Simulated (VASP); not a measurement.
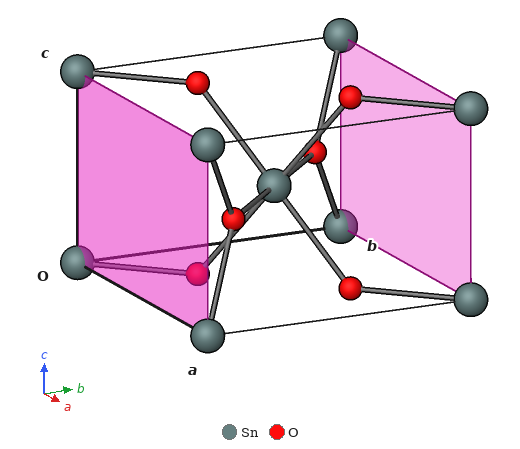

Crystal: SnO2, the geometry relaxed with VASP, VASP Kohn-Sham DFT of a periodic cell, BLYP with D4, VASP PAW PBE potentials, recommended. Every member of one family of equally spaced planes, hx + ky + lz = a whole number, that cuts the unit cell is shaded (one member passes through the origin O). The drawing is computed from the coordinates (standard cell, symmetry found to 0.002 Å).

a = 4.803 Å, b = 4.803 Å, c = 3.254 Å, α = 90.00°, β = 90.00°, γ = 90.00°.

Question: Which (hkl) family is drawn?

Answer: (0 1 0); the opposite sign names the same planes. The member next to the origin meets the axes a never, b at 1, c never.

Question: What is the spacing?

Answer: d = 4.803 Å.

Question: Which atoms of the cell lie in these planes (within 0.03 Å)?

Answer: 1 of the 2 Sn.
